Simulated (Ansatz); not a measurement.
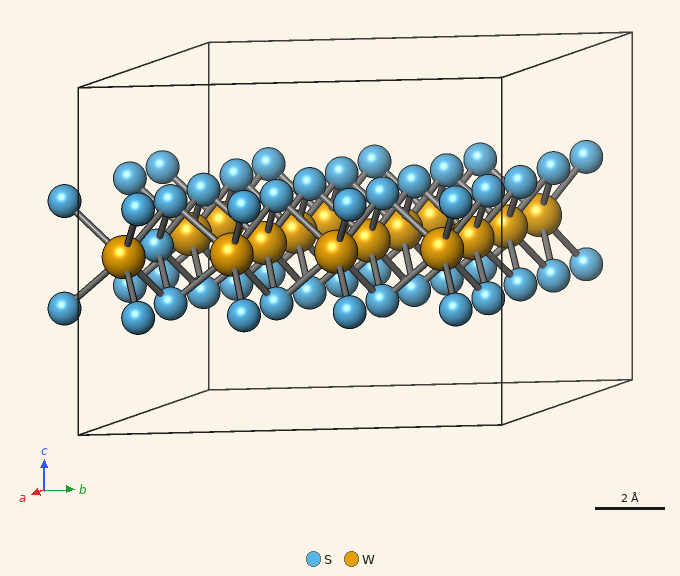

The input geometry (ball-and-stick view of the cell of the calculation, with the vacuum cut short, seen slightly off an axis; bonded neighbours outside the cell are drawn too).

W$_{5}$S$_{11}$ (charge −1): geometry relaxation (part 1 of 2)

System: W$_{5}$S$_{11}$ (defect cell, 48 atoms in the cell, total charge −1).
Method: DFT PBE+D3(BJ), scalar-relativistic, plane waves, PAW (Ansatz 0.2.0).

The structure derives from a Materials Project entry. The run did not end well. It belongs to a series of runs on one base structure; here: S on a W site (c), charge -1, atoms relaxed at the host's cell.

**The input**
```yaml
crystal:
  lattice:
    - [6.3194333852, -10.9455796982, 0.0]
    - [6.3194333852, 10.9455796982, 0.0]
    - [0.0, 0.0, 16.9394671916]
  atoms:
    - { symbol: S, position: [0.6666666667, 0.0833333333, 0.0], spin: 0.143 }
    - { symbol: W, position: [0.4118259348, 0.0832955733, 0.0] }
    - { symbol: W, position: [0.1673393295, 0.0846786589, 0.0] }
    - { symbol: W, position: [0.9214696385, 0.0832955733, 0.0] }
    - { symbol: W, position: [0.6667044267, 0.3381740652, 0.0] }
    - { symbol: W, position: [0.4164772007, 0.3335227993, 0.0] }
    - { symbol: W, position: [0.1670455986, 0.3335227993, 0.0] }
    - { symbol: W, position: [0.9214696385, 0.3381740652, 0.0] }
    - { symbol: W, position: [0.6653213411, 0.5826606705, 0.0] }
    - { symbol: W, position: [0.4164772007, 0.5829544014, 0.0] }
    - { symbol: W, position: [0.1673393295, 0.5826606705, 0.0] }
    - { symbol: W, position: [0.9165719789, 0.5831439578, 0.0] }
    - { symbol: W, position: [0.6667044267, 0.8285303615, 0.0] }
    - { symbol: W, position: [0.4118259348, 0.8285303615, 0.0] }
    - { symbol: W, position: [0.1668560422, 0.8334280211, 0.0] }
    - { symbol: W, position: [0.9165719789, 0.8334280211, 0.0] }
    - { symbol: S, position: [0.8346968583, 0.1673484291, 0.9113566397], spin: 0.143 }
    - { symbol: S, position: [0.5826515709, 0.1673484291, 0.9113566397], spin: 0.143 }
    - { symbol: S, position: [0.3322675163, 0.1678695027, 0.9061305047] }
    - { symbol: S, position: [0.0856019864, 0.1678695027, 0.9061305047] }
    - { symbol: S, position: [0.8335041072, 0.4170082143, 0.906995229] }
    - { symbol: S, position: [0.5821304973, 0.4177324837, 0.9061305047] }
    - { symbol: S, position: [0.3333333333, 0.4166666667, 0.90697288] }
    - { symbol: S, position: [0.0856019864, 0.4177324837, 0.9061305047] }
    - { symbol: S, position: [0.833123665, 0.6665618325, 0.9071497603] }
    - { symbol: S, position: [0.5821304973, 0.6643980136, 0.9061305047] }
    - { symbol: S, position: [0.3322675163, 0.6643980136, 0.9061305047] }
    - { symbol: S, position: [0.0834381675, 0.6665618325, 0.9071497603] }
    - { symbol: S, position: [0.8335041072, 0.9164958928, 0.906995229] }
    - { symbol: S, position: [0.5826515709, 0.9153031417, 0.9113566397], spin: 0.143 }
    - { symbol: S, position: [0.3329917857, 0.9164958928, 0.906995229] }
    - { symbol: S, position: [0.0834381675, 0.916876335, 0.9071497603] }
    - { symbol: S, position: [0.8346968583, 0.1673484291, 0.0886433603], spin: 0.143 }
    - { symbol: S, position: [0.5826515709, 0.1673484291, 0.0886433603], spin: 0.143 }
    - { symbol: S, position: [0.3322675163, 0.1678695027, 0.0938694953] }
    - { symbol: S, position: [0.0856019864, 0.1678695027, 0.0938694953] }
    - { symbol: S, position: [0.8335041072, 0.4170082143, 0.093004771] }
    - { symbol: S, position: [0.5821304973, 0.4177324837, 0.0938694953] }
    - { symbol: S, position: [0.3333333333, 0.4166666667, 0.09302712] }
    - { symbol: S, position: [0.0856019864, 0.4177324837, 0.0938694953] }
    - { symbol: S, position: [0.833123665, 0.6665618325, 0.0928502397] }
    - { symbol: S, position: [0.5821304973, 0.6643980136, 0.0938694953] }
    - { symbol: S, position: [0.3322675163, 0.6643980136, 0.0938694953] }
    - { symbol: S, position: [0.0834381675, 0.6665618325, 0.0928502397] }
    - { symbol: S, position: [0.8335041072, 0.9164958928, 0.093004771] }
    - { symbol: S, position: [0.5826515709, 0.9153031417, 0.0886433603], spin: 0.143 }
    - { symbol: S, position: [0.3329917857, 0.9164958928, 0.093004771] }
    - { symbol: S, position: [0.0834381675, 0.916876335, 0.0928502397] }
  host:
    lattice:
      - [3.1597166926, 0.0, 0.0]
      - [-1.5798583463, 2.7363949246, 0.0]
      - [0.0, 0.0, 16.9394671916]
    atoms:
      - { symbol: W, position: [0.3333333333, 0.6666666667, 0.0] }
      - { symbol: S, position: [0.6666666667, 0.3333333333, 0.9069626205] }
      - { symbol: S, position: [0.6666666667, 0.3333333333, 0.0930373795] }
total_charge: -1
basis:
  ecutwfc: 420
  xc_grid: 2
kpoints:
  mp_grid: { grid: [2, 2, 2], shift: [0.0, 0.0, 0.0] }
hamiltonian:
  xc: pbe
  dispersion: d3bj
scf:
  occupations: { method: gaussian, width: 0.01 }
output:
  forces: true
  stress: false
  eigenvalues: true
  populations: true
  charged_corrections:
    defect_position: [0.66666667, 0.08333333, 0.0]
    epsilon: [[5.6101, 0.0, 0.0], [0.0, 5.6101, 0.0], [0.0, 0.0, 1.4325]]
  write_density: true
  write_potential: true
  elf: true
  volumetric_format: npy
magnetization:
  spin_polarized: true
relax:
  adjacent_minimum: "off"
  f_tol: 0.025
  max_steps: 45
```

Run on 4 threads of Arm Neoverse V1, 24 GiB of memory available, shared host.

Launch command:
```bash
ansatz run input.yaml --threads 4 --pin off --max-ram 6144MiB --backend cpu --events-out ev --progress --plain --runs-dir out
```

**Log**
```
Engine: ansatz 0.2.0, aarch64-unknown-linux-gnu
Pseudopotentials: kind: paw
Pseudopotential: S, paw, valence charge 6, recommended cutoff 420 eV (normal), S.paw.azcp
Pseudopotential: W, paw, valence charge 14, recommended cutoff 420 eV (normal), W.paw.azcp
Functional definition: PBE
  parameter kappa = 0.804
  parameter beta = 0.06672455060314922
  exchange = pbe_x(kappa = kappa, mu = beta*pi^2/3)
  correlation = pbe_c(beta = beta)
Crystal: 48 atoms, lattice volume = 2343.401 Å³
Basis set: ecut = 420 eV, 45813 PW (Γ), exchange–correlation on 180×180×240 points (8 copies of the dense FFT grid, shifted against one another)
Bands: 254, of which v1, the nominal top of the filled ones, is band 205 counted from 1 (204 counted from 0)
Symmetry: 12 space group operations
Space group: P-6m2 (ITA 187), of the structure as read, at distance tolerance 1.3e-4 Å
Magnetic group: BNS 187.209 (UNI 1439), of the structure as read, at distance tolerance 1.3e-4 Å
k-points: 4 of 8
Non-local potential: S, projectors of the file, l = 0: 2, l = 1: 2, l = 2: 2
Non-local potential: W, projectors of the file, l = 0: 3, l = 1: 2, l = 2: 2, l = 3: 1
PAW form: soft (Blöchl's): semilocal exchange-correlation on the pseudo side does not see the compensation charge
PAW one-centre angular grid: S, 110 points (default); XC on 64 Gauss nodes
PAW one-centre angular grid: W, 590 points (default); XC on 64 Gauss nodes
Initial density: superposition of atomic densities (neutral atoms scaled as one to the charged cell's electrons: chi_scale 0, normalization atom)
Starting moments: Σ|m| = 1.001 μB on 7 of 48 sites
Initial wavefunctions: pseudopotential atomic-orbital guess
Functional: x = pbe(κ = 0.804, μ = 0.2195149727645171), c = pbe(β = 0.06672455060314922)
SCF iter   1: F=—  HF=-185588.523342 eV  |F-HF|=—  |Δ(HF+E_count)|=         —  Δρ=1.48e-2 (↑1.46e-2 ↓1.48e-2)  dr2=2.29e1  dr2_m=1.29e-2  M=0.721 μB ∫|m|=0.756 μB  β_m=0.30  ethr=3.10e-3  ⟨swp⟩=7.5  Hψ=9224  notcnv=0  defer=67
Mixer restart at iter 1: flushing history
preconditioner: auto → Resta (q_TF=auto, 2.040 Å⁻¹)  ε∞=3.2  [insulator: Δε(μ)=0.080 eV  Ē_g=8.783 eV  σ=0.010 eV  W_gap=0.55  n_scr=316 (ndim 8)  ℏωp=13.0 eV  f_vac=0.598  D(μ)=42.32/eV (n_scr^D=236)  ε∞_Penn≈3.2  vacuum switching on, ρ_ref=5.6e-3 e/Å³]
spin=Collinear: Resta preconditioning applied to the charge; magnetization (m = ρ↑ − ρ↓) channel mixes plain (no charge-response kernel on spin).
SCF iter   2: F=—  HF=-185585.735835 eV  |F-HF|=—  |Δ(HF+E_count)|=    2.79e0  Δρ=8.69e-3 (↑8.52e-3 ↓8.69e-3)  dr2=6.58e0  dr2_m=8.56e-3  M=0.798 μB ∫|m|=0.836 μB  β_m=0.43  ethr=3.10e-3  ⟨swp⟩=2.2  Hψ=3022  notcnv=0  defer=358
preconditioner: auto → LDOS  [metal: Δε(μ)=0.009 eV  Ē_g=8.553 eV  σ=0.010 eV  W_gap=0.46  n_scr=316 (ndim 8)  ℏωp=13.0 eV  f_vac=0.598  D(μ)=36.70/eV (n_scr^D=182)]
spin=Collinear: LDOS preconditioning applied to the charge; magnetization (m = ρ↑ − ρ↓) channel mixes plain (no charge-response kernel on spin).
SCF iter   3: F=—  HF=-185586.097767 eV  |F-HF|=—  |Δ(HF+E_count)|=   3.62e-1  Δρ=3.75e-3 (↑3.75e-3 ↓3.68e-3)  dr2=1.33e0  dr2_m=4.48e-3  M=0.963 μB ∫|m|=1.007 μB  β_m=0.46  ethr=1.61e-3  ⟨swp⟩=2.0  Hψ=3104  notcnv=0  defer=358
SCF iter   4: F=—  HF=-185586.333872 eV  |F-HF|=—  |Δ(HF+E_count)|=   2.36e-1  Δρ=2.31e-3 (↑2.31e-3 ↓2.27e-3)  dr2=1.35e0  dr2_m=2.07e-3  M=0.997 μB ∫|m|=1.065 μB  β_m=0.40  ethr=3.24e-4  ⟨swp⟩=3.0  Hψ=2978  notcnv=0  defer=358
SCF iter   5: F=—  HF=-185586.239714 eV  |F-HF|=—  |Δ(HF+E_count)|=   9.42e-2  Δρ=1.24e-3 (↑1.24e-3 ↓1.17e-3)  dr2=2.85e-1  dr2_m=1.22e-3  M=0.999 μB ∫|m|=1.081 μB  β_m=0.39  ethr=3.24e-4  ⟨swp⟩=3.8  Hψ=3122  notcnv=0  defer=336
SCF iter   6: F=—  HF=-185586.241829 eV  |F-HF|=—  |Δ(HF+E_count)|=         —  Δρ=6.85e-4 (↑6.85e-4 ↓5.84e-4)  dr2=1.17e-1  dr2_m=5.45e-4  M=1.000 μB ∫|m|=1.101 μB  β_m=0.39  ethr=6.97e-5  ⟨swp⟩=3.5  Hψ=2940  notcnv=0  defer=336
SCF iter   7: F=—  HF=-185586.240413 eV  |F-HF|=—  |Δ(HF+E_count)|=   1.42e-3  Δρ=3.54e-4 (↑3.50e-4 ↓3.54e-4)  dr2=5.22e-2  dr2_m=1.60e-4  M=1.000 μB ∫|m|=1.119 μB  β_m=0.31  ethr=2.87e-5  ⟨swp⟩=3.0  Hψ=3086  notcnv=0  defer=336
SCF iter   8: F=—  HF=-185586.235971 eV  |F-HF|=—  |Δ(HF+E_count)|=   4.44e-3  Δρ=1.82e-4 (↑1.82e-4 ↓1.80e-4)  dr2=7.35e-3  dr2_m=1.15e-4  M=1.000 μB ∫|m|=1.121 μB  β_m=0.39  ethr=1.28e-5  ⟨swp⟩=2.8  Hψ=2858  notcnv=0  defer=336
SCF iter   9: F=—  HF=-185586.235769 eV  |F-HF|=—  |Δ(HF+E_count)|=   2.02e-4  Δρ=1.32e-4 (↑1.32e-4 ↓1.07e-4)  dr2=2.14e-3  dr2_m=6.64e-5  M=1.000 μB ∫|m|=1.126 μB  β_m=0.37  ethr=1.80e-6  ⟨swp⟩=2.0  Hψ=3223  notcnv=0  defer=336
SCF iter  10: F=—  HF=-185586.235909 eV  |F-HF|=—  |Δ(HF+E_count)|=   1.40e-4  Δρ=4.02e-5 (↑4.02e-5 ↓3.25e-5)  dr2=5.85e-5  dr2_m=1.55e-5  M=1.000 μB ∫|m|=1.133 μB  β_m=0.45  ethr=5.24e-7  ⟨swp⟩=2.0  Hψ=2820  notcnv=0  defer=336
SCF iter  11: F=—  HF=-185586.235957 eV  |F-HF|=—  |Δ(HF+E_count)|=   4.84e-5  Δρ=1.73e-5 (↑1.55e-5 ↓1.73e-5)  dr2=1.06e-5  dr2_m=4.15e-6  M=1.000 μB ∫|m|=1.137 μB  β_m=0.49  ethr=1.43e-8  ⟨swp⟩=2.5  Hψ=3247  notcnv=0  defer=336
SCF iter  12: F=—  HF=-185586.235965 eV  |F-HF|=—  |Δ(HF+E_count)|=   7.46e-6  Δρ=7.45e-6 (↑7.45e-6 ↓5.53e-6)  dr2=1.44e-6  dr2_m=7.41e-7  M=1.000 μB ∫|m|=1.139 μB  β_m=0.51  ethr=2.59e-9  ⟨swp⟩=2.0  Hψ=3283  notcnv=0  defer=336
SCF iter  13: F=—  HF=-185586.235966 eV  |F-HF|=—  |Δ(HF+E_count)|=   1.49e-6  Δρ=4.01e-6 (↑3.36e-6 ↓4.01e-6)  dr2=1.92e-6  dr2_m=1.41e-7  M=1.000 μB ∫|m|=1.140 μB  β_m=0.43  ethr=3.51e-10  ⟨swp⟩=3.2  Hψ=4276  notcnv=0  defer=336
SCF iter  14: F=—  HF=-185586.235966 eV  |F-HF|=—  |Δ(HF+E_count)|=   2.05e-8  Δρ=2.22e-6 (↑2.12e-6 ↓2.22e-6)  dr2=1.66e-7  dr2_m=7.31e-8  M=1.000 μB ∫|m|=1.140 μB  β_m=0.49  ethr=3.51e-10  ⟨swp⟩=20.6  Hψ=21606  notcnv=0
SCF iter  15: F=-185586.235966 eV  HF=-185586.235966 eV  |F-HF|=2.12e-7  |Δ(HF+E_count)|=   2.45e-7  Δρ=1.29e-6 (↑1.29e-6 ↓8.88e-7)  dr2=2.60e-7  dr2_m=1.07e-8  M=1.000 μB ∫|m|=1.141 μB  ethr=4.07e-11  ⟨swp⟩=10.2  Hψ=14322  notcnv=0
SCF 1 converged in 15 iterations: F = -185586.235966 eV  dr2 = 2.60e-7
  greatest PAW one-centre occupation: 1.000 electrons in one spin orbital (limit 2), on the W atom at site 6 (counted from 0), in its partial waves of l = 0
relax step   1: F+E_penalty+E_count = -185586.23596627 eV  Δ(F+E_penalty+E_count) = +0.000e0 eV  max|allowed force component| = 4.088e-1 eV/Å  Δτ_max = 0.0000 Å  (15 SCF iters, dr2 threshold 1.56e-5 eV, accepted)
Initial density: handed on by an earlier stage of this run
Starting moments: Σ|m| = 1.001 μB on 7 of 48 sites; this step starts from the density that it was given
Initial wavefunctions: those handed on with the density
iter 1 solved again at ethr=1.82e-5 eV; its pass at ethr=3.10e-3 eV (dr2=7.44e-2 eV) is discarded
```
